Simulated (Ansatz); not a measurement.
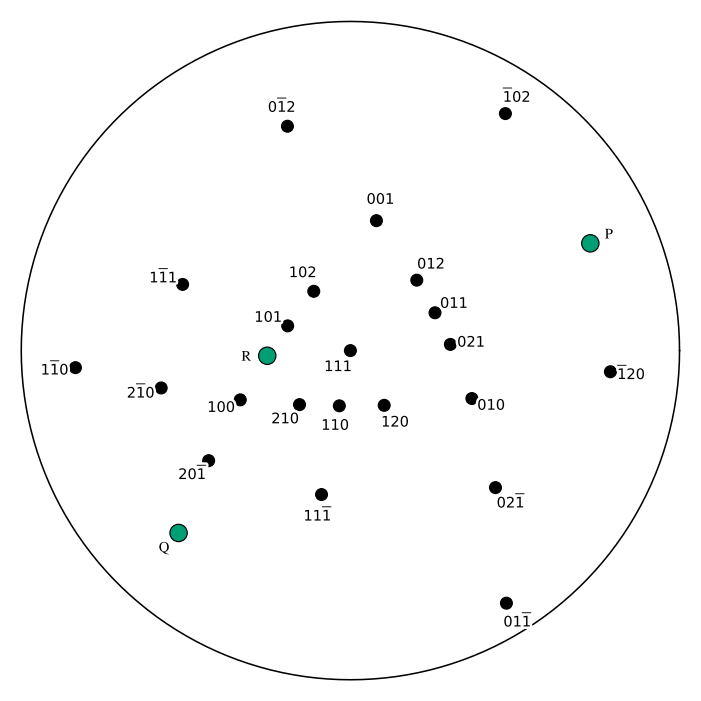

Crystal: SiC, the geometry relaxed with Ansatz, DFT PBE+D3(BJ), scalar-relativistic, plane waves, PAW. Stereographic projection of plane normals (upper hemisphere) centred on (1 1 1). All values are computed from the atomic coordinates in the standard setting (tolerance 0.002 Å).

a = 3.378 Å, b = 4.614 Å, c = 5.386 Å, α = 113.47°, β = 102.10°, γ = 97.86°.

Question: Index the poles marked P, Q, R.

Answer: P is (−1 1 1), 77.2° from the centre; Q is (1 0 −1), 74.6° from the centre; R is (2 0 1), 28.4° from the centre.

Question: What is the angle between the normals of (1 −1 1) and (1 −1 0), and what are their d_hkl = 1/|g|?

Answer: 32.2°; d = 2.522 Å and 2.892 Å.
